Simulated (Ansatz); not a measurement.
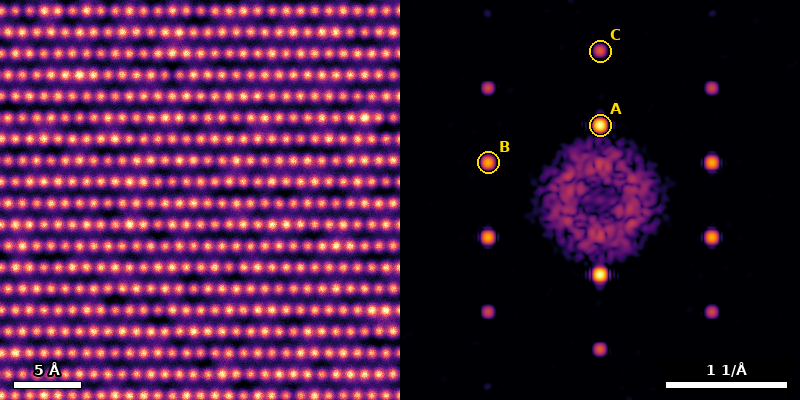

Z-contrast image of a crystal. The image is simulated as a sum over atoms of Z^1.8, blurred by a 0.71 Å probe (no channelling). The probe carries 25 % of its weight in a tail 2.5 times as wide. Shot noise and the speckle of an amorphous layer were added.

The right panel is the modulus of the image's Fourier transform on a logarithmic scale.

Which lattice spacings do the marked spots stand for, and what angle do A and B enclose?

Answer. A: 1.6 Å, B: 1.0 Å, C: 0.8 Å; A and B enclose about 72°.

The crystal is Zr (Fm-3m, No. 225) along [221]; the spots are (-2 2 0), (-2 0 4) and (-4 4 0). Structure used: a calculation's starting geometry; the starting structure was generated, so it need not be a known form of this composition.
